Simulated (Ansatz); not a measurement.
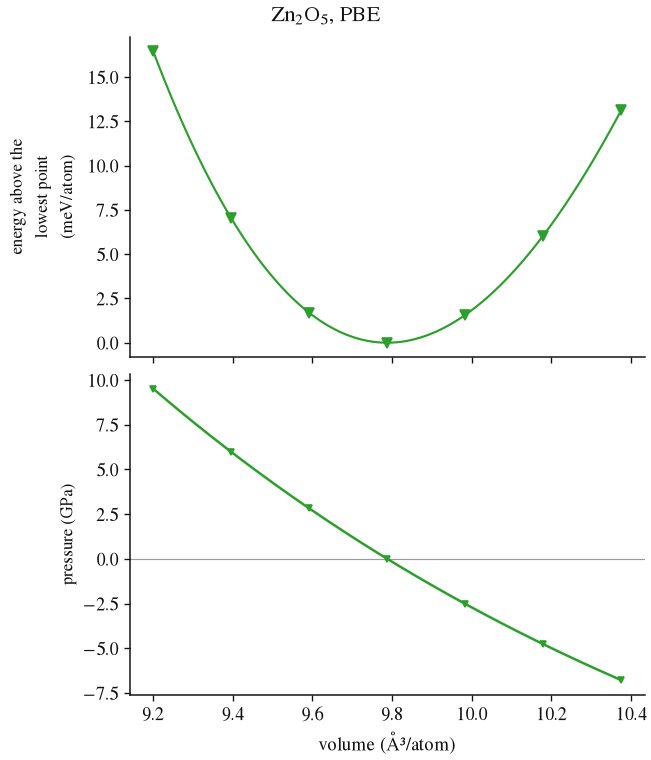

The plot gives the computed energy above the lowest point and pressure against volume for Zn₂O₅, space group Pn-3m (No. 224) (one of a set of cubic test structures, which need not be the stable phase).

Computed with Ansatz 0.2.0 development build: equation of state of a cubic crystal from periodic Kohn-Sham density functional theory without spin, third-order Birch-Murnaghan fit to the free energies; pressure corrected for the finite basis. Level: PBE.

```csv
setting,value
structure type,cubic X2O5
atoms in cell,14
space group number,224
lattice centring,simple cubic
k mesh,21×21×21
occupation method,Fermi–Dirac
occupation width,0.06123 eV
wave cutoff,420 eV
datasets,soft-1 PAW
density tolerance,1.4e-07 eV
bands,68
density cutoff ratio,4
search for lower states,default
```

Q: How stiff is the solid, and where is its volume at rest?

A: A third-order Birch–Murnaghan fit gives V0 = 9.79 Å³/atom, B0 = 133 GPa and B′ = 4.6.

Q: Read off the course of the pressure.

A: It falls from 9.5 GPa at volume 9.20 Å³/atom to −6.8 GPa at 10.38 Å³/atom, and changes sign near 9.79 Å³/atom.

Caveats: cubic model structure, not the ambient form; no spin polarisation, a magnetic state may lie lower.
